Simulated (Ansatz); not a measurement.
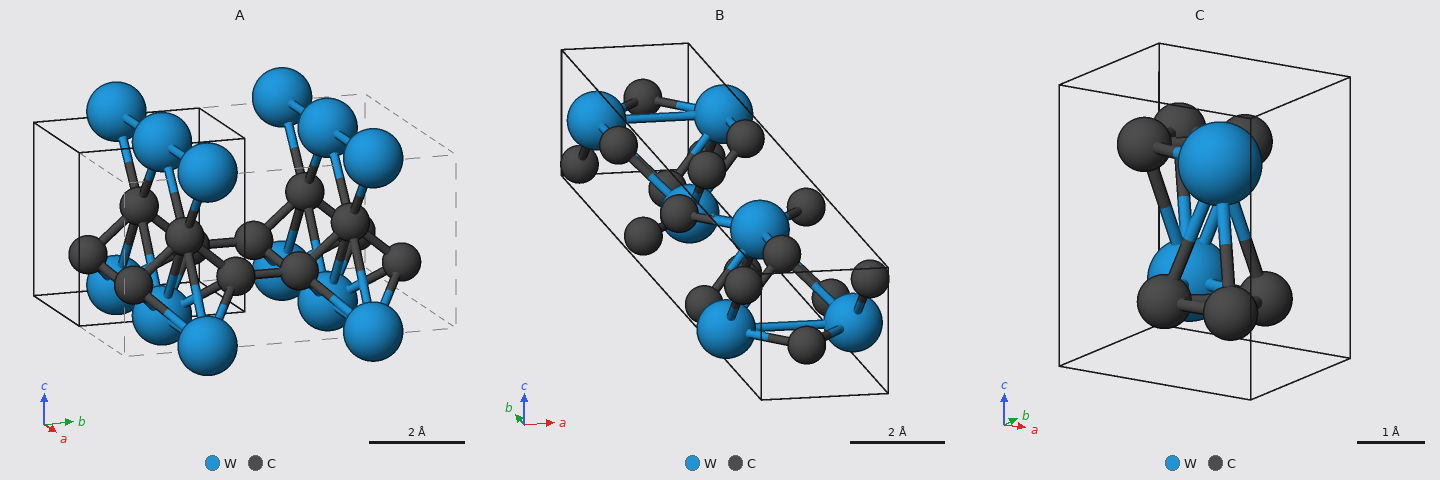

Three structures of WC₃, each relaxed to rest (conventional cells in solid outline, small ones repeated, each panel with its own scale). Method: DFT PBE, scalar-relativistic, plane waves, PAW (Ansatz 0.2.0), without spin polarisation.

### What are the structures shown?

A: 4 atoms a cell on a primitive orthorhombic lattice, Pmm2; B: 16 atoms a cell on a base-centred orthorhombic lattice, Cmcm; C: 8 atoms a cell on a primitive hexagonal lattice, P6_3/mmc.

### Which of these is lowest in energy, and how far above it do the others lie?

A, then C (+824 meV/atom) and B (+909 meV/atom), energies at zero smearing.

### Collect the results in a table.

| panel | structure | E − E(lowest) (meV/atom) | volume (Å³/atom) | gap (eV) |
| --- | --- | --- | --- | --- |
| A | Pmm2 | 0 | 10.1 | metal |
| C | P6_3/mmc | 824 | 9.2 | metal |
| B | Cmcm | 909 | 9.9 | metal |

Some of these may be structure types tried for this composition rather than known phases, and the most stable form need not be among them. Gaps are taken on the k-mesh or band path of each run.
